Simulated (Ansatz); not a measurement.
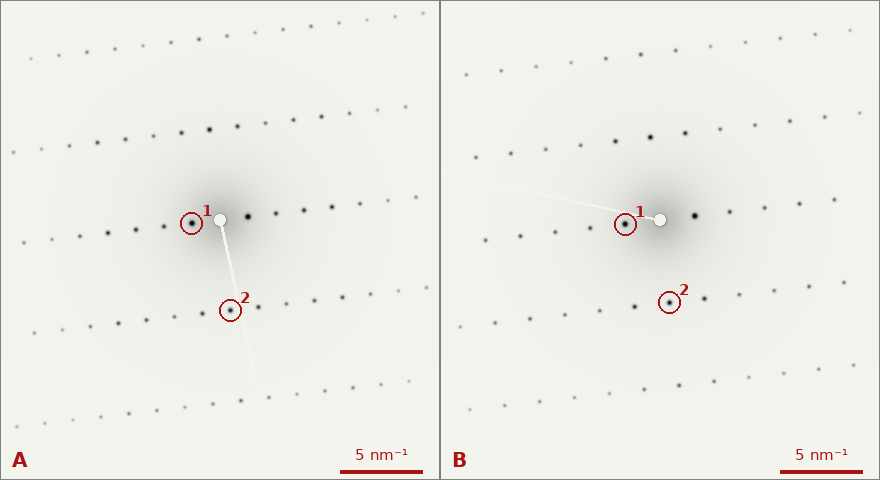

Kinematic electron diffraction patterns (200 kV, B = 0.5 Å², same scale) along [1-10] of the run's own cell, for the start and the end of one relaxation of PbF2 with Ansatz 0.2.0, DFT PBEsol, scalar-relativistic, plane waves, PAW. k mesh 12×12×6. The start is a generated model structure, and the relaxation ends in the nearest stationary point of its symmetry, not necessarily the ground state. Spot 1 is 0 0 -1 and spot 2 is 1 1 0 in both.

Start structure:

```
CELL_PARAMETERS angstrom
3.58319 0.00000 0.00000
-1.79159 3.10313 0.00000
0.00000 0.00000 5.78042
ATOMIC_POSITIONS crystal
Pb 0.00000 0.00000 0.00000
F 0.33333 0.66667 0.25200
F 0.66667 0.33333 0.74800
```

Which pattern belongs to the start structure, and which to the relaxed one?

Answer. A is the start: its cell gives d(1) = 5.780 Å, d(2) = 1.792 Å and an angle of 90.0°. B is the relaxed structure, with d(1) = 4.641 Å (-19.7 %), d(2) = 1.957 Å (+9.2 %) and 90.0°.

Name reflections whose intensity changes strongly on relaxation.

Answer. 0 0 3 goes from 30 to 11 % of the strongest spot; 0 0 4 goes from 32 to 15 % of the strongest spot; 1 1 3 goes from 14 to 6.4 % of the strongest spot.

What did the relaxation do to the structure and the energy?

Answer. The volume changed by -4.2 % to 20.53 Å³ an atom; with the mean shift removed, the atoms moved by up to 0.17 Å relative to the cell (F most); the space group stayed P-3m1 (No. 164); the free energy fell by 180 meV an atom. Relaxed cell: a = 3.914 Å, b = 3.914 Å, c = 4.641 Å, α = 90.00°, β = 90.00°, γ = 120.00°.
